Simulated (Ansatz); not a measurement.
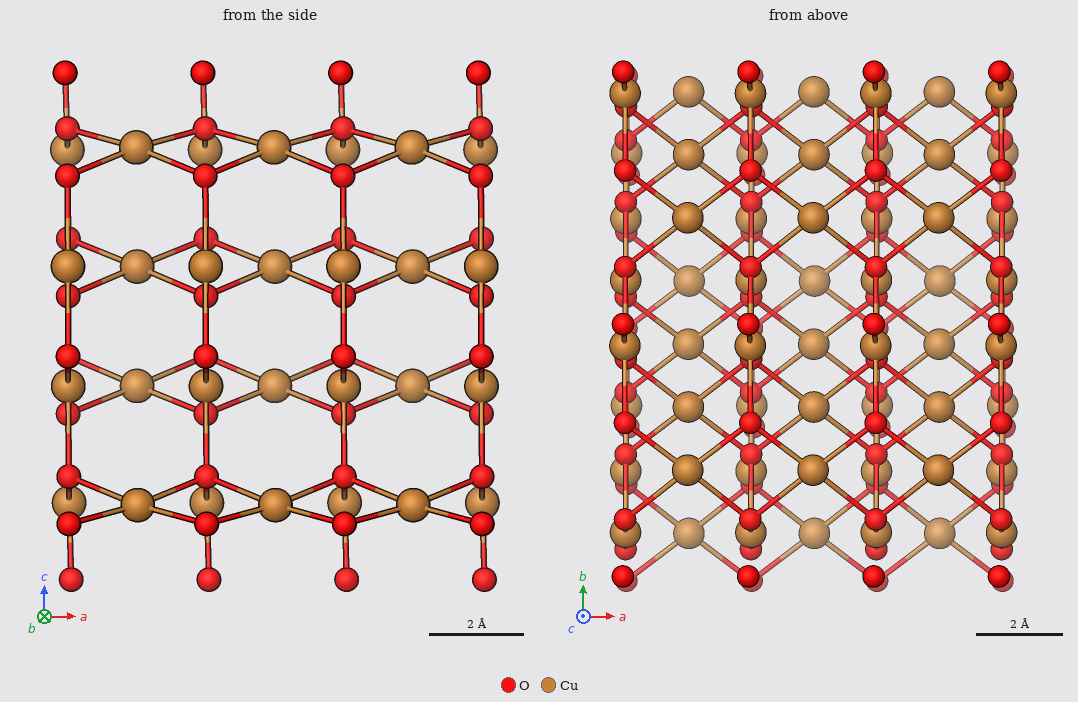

A ball-and-stick picture of a periodic slab, seen from the side and from above. The surface normal points up in side views; the vacuum is left out. 3×2 cells are drawn in the plane, with atoms at the edges repeated.

The cell holds 8 Cu, 10 O. The slab was cut from bulk CuO (C2/c).

### What is exposed at the top and at the bottom?

The top face ends in O, the bottom face in O. The two faces are alike.

### How thick is it?

About 11 Å from the lowest to the highest atom.

### What is the orientation of the surface?

(0 1 1).

It derives from a structure listed in the Materials Project, from which a slab was cut. The atoms were relaxed in a fixed cell with Ansatz, DFT PBE, scalar-relativistic, plane waves, PAW.
